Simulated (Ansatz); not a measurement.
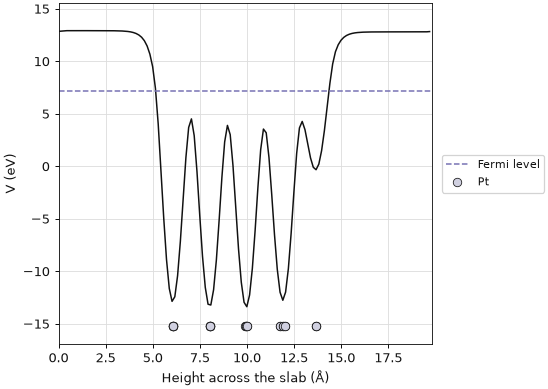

Plane-averaged electrostatic potential energy of an electron across the slab; circles at the bottom mark the heights of the atoms (positions after relaxation).

The Ansatz input:

```
crystal:
  lattice:
    - [16.6230058563, 0.0, 0.0]
    - [0.0, 2.7705009761, 0.0]
    - [0.0, 0.0, 19.8361601098]
  atoms:
    - { symbol: Pt, position: [0.0, 0.0, 0.0756194743] }
    - { symbol: Pt, position: [0.0833333333, 0.5, 0.1743805257] }
    - { symbol: Pt, position: [0.1666666667, 1.0, 0.0756194743] }
    - { symbol: Pt, position: [0.25, 0.5, 0.1743805257] }
    - { symbol: Pt, position: [0.3333333333, 1.0, 0.0756194743] }
    - { symbol: Pt, position: [0.4166666667, 0.5, 0.1743805257] }
    - { symbol: Pt, position: [0.5, 0.0, 0.0756194743] }
    - { symbol: Pt, position: [0.5833333333, 0.5, 0.1743805257] }
    - { symbol: Pt, position: [0.6666666667, 1.0, 0.0756194743] }
    - { symbol: Pt, position: [0.75, 0.5, 0.1743805257] }
    - { symbol: Pt, position: [0.8333333333, 1.0, 0.0756194743] }
    - { symbol: Pt, position: [0.9166666667, 0.5, 0.1743805257] }
    - { symbol: Pt, position: [0.0, 0.0, 0.273141577] }
    - { symbol: Pt, position: [0.0833333333, 0.5, 0.3719026284] }
    - { symbol: Pt, position: [0.1666666667, 1.0, 0.273141577] }
    - { symbol: Pt, position: [0.25, 0.5, 0.3719026284] }
    - { symbol: Pt, position: [0.3333333333, 1.0, 0.273141577] }
    - { symbol: Pt, position: [0.4166666667, 0.5, 0.3719026284] }
    - { symbol: Pt, position: [0.5, 0.0, 0.273141577] }
    - { symbol: Pt, position: [0.5833333333, 0.5, 0.3719026284] }
    - { symbol: Pt, position: [0.6666666667, 1.0, 0.273141577] }
    - { symbol: Pt, position: [0.75, 0.5, 0.3719026284] }
    - { symbol: Pt, position: [0.8333333333, 1.0, 0.273141577] }
    - { symbol: Pt, position: [0.9166666667, 0.5, 0.3719026284] }
    - { symbol: Pt, position: [0.0, 0.0, 0.4706636798] }
    - { symbol: Pt, position: [0.1666666667, 1.0, 0.4706636798] }
    - { symbol: Pt, position: [0.3333333333, 1.0, 0.4706636798] }
basis:
  ecutwfc: 420
kpoints:
  mp_grid: { grid: [2, 12, 1] }
hamiltonian:
  xc: pbesol
scf:
  occupations: { method: gaussian, width: 0.1 }
output:
  forces: true
  eigenvalues: true
  populations: true
  write_density: true
  write_potential: true
  elf: true
  volumetric_format: npy
relax:
  adjacent_minimum: "off"
  f_tol: 0.02
  max_steps: 45
  constraints: [{ sites: [0, 1, 2, 3, 4, 5, 6, 7, 8, 9, 10, 11] }]
efield:
  axis: 3
  dipole_correction: true
  ramp_width: 0.04
```

Launched with:
```bash
ansatz run input.yaml --threads 4 --pin off --max-ram 11264MiB --backend cpu --events-out ev --progress --plain --runs-dir out
```

Read off the work function of each face.

Answer. The work function is 5.68 eV at the right face and 5.79 eV at the left.

How thick are slab and vacuum?

Answer. The outermost atoms are 7.6 Å apart, which leaves 12.2 Å of vacuum in a cell 19.8 Å high.

Do the two faces differ, and what does that say about the slab's dipole?

Answer. The vacuum levels differ by 0.12 eV, so the slab carries a dipole along its normal. Some atoms were held fixed in the relaxation, which can itself make the faces differ.

Spin-orbit coupling is left out, which matters for Pt.
